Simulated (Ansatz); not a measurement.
**MoS2: density, localisation and related maps**

Input file:

```
crystal:
  lattice:
    - [-3.1414322132, 0.0, 0.0]
    - [-1.5707161066, -2.7205601009, 0.0]
    - [-3.5341112399, -2.0404200757, 12.578819508]
  atoms:
    - { symbol: Mo, position: [0.1458333333, 0.1458333333, 0.25] }
    - { symbol: Mo, position: [0.1041666667, 0.1041666667, 0.75] }
    - { symbol: S, position: [-0.1362070482, -0.1362070482, 0.626053842] }
    - { symbol: S, position: [0.5721262852, 0.5721262852, 0.126053842] }
    - { symbol: S, position: [-0.3221262852, -0.3221262852, 0.873946158] }
    - { symbol: S, position: [0.3862070482, 0.3862070482, 0.373946158] }
basis:
  ecutwfc: 420
kpoints:
  mp_grid: { grid: [10, 10, 2] }
hamiltonian:
  xc: pbesol
scf:
  occupations: { method: gaussian, width: 0.05 }
output:
  forces: true
  stress: true
  eigenvalues: true
  write_density: true
  write_potential: true
  elf: true
  volumetric_format: npy
```

Run with:

```sh
ansatz run input.yaml --threads 2 --pin off --max-ram 5120MiB --backend cpu --events-out ev --progress --plain --runs-dir out
```

Below, planes, directions and counts refer to the conventional cell (a = 5.44 Å, b = 3.14 Å, c = 12.65 Å, α = 90.00°, β = 96.17°, γ = 90.00°).

Space group C2/m; computed without spin polarisation.

Level of theory: DFT PBEsol, scalar-relativistic, plane waves, PAW in Ansatz.

In a PAW calculation such maps are meaningful between the atoms, not at the nuclei.

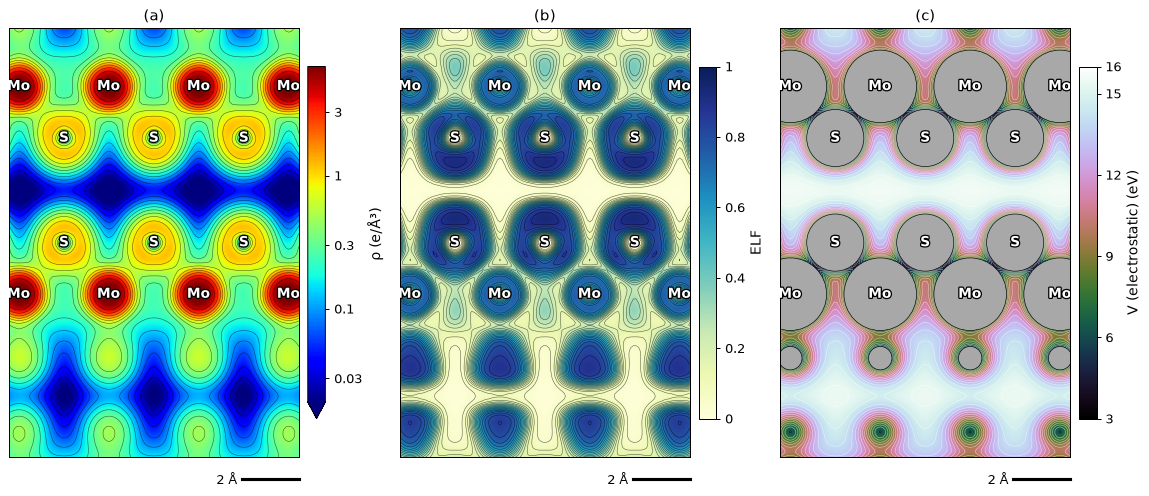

Figure 1. (a) valence charge density (pseudo); (b) ELF; (c) electrostatic potential (local pseudopotential plus Hartree) felt by an electron on the (101) plane of the conventional cell. Grey discs cover the atomic cores in the potential map.

> Read the bonding off the picture.

The section cuts through Mo and S sites.
Atoms just off the plane (S, 0.9 Å away) can leave unmarked features too.
Mo–S (2.39 Å): the density is about 0.62 e/Å³ at the midpoint; the ELF peaks at about 0.85 in the valence shell of S, 0.8 Å from its nucleus, and is about 0.45 at the midpoint.
Between the atoms the lowest density in this plane is 0.01 e/Å³.
The features right at Mo lie inside the PAW spheres, where the map follows smoothed inner orbitals and isn't to be read closely.
Outside the cores the potential energy rises away from the atoms and is highest about 2.3 Å from the nearest atoms; its zero is arbitrary.

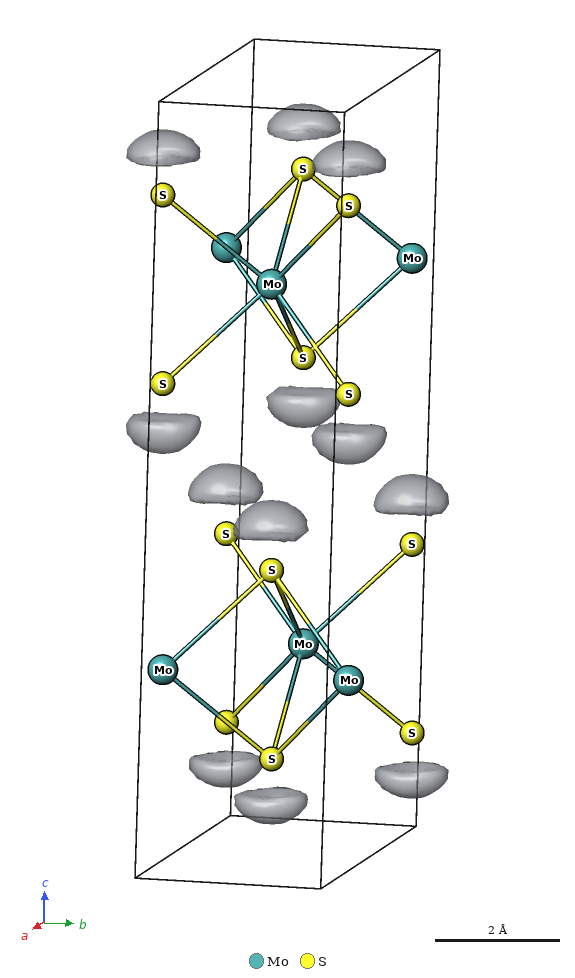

Figure 2. Isosurface of the ELF at 0.9 (grey), seen slightly off an axis. Core shells and regions of very low density are left out. Sticks mark near contacts.

> Identify the bonds, lone pairs and shells in this picture.

The ELF exceeds this value in eight lobes on S, pointing away from the bonds (lone pairs), counted in one cell of 12 atoms. Any copies at cell faces, edges or corners count once.

> Does the calculation make it a metal, or give it a gap?

It is gapped, with a Kohn–Sham gap of 0.96 eV on the k-point mesh (the band edges may lie off the mesh, which would make the gap smaller).
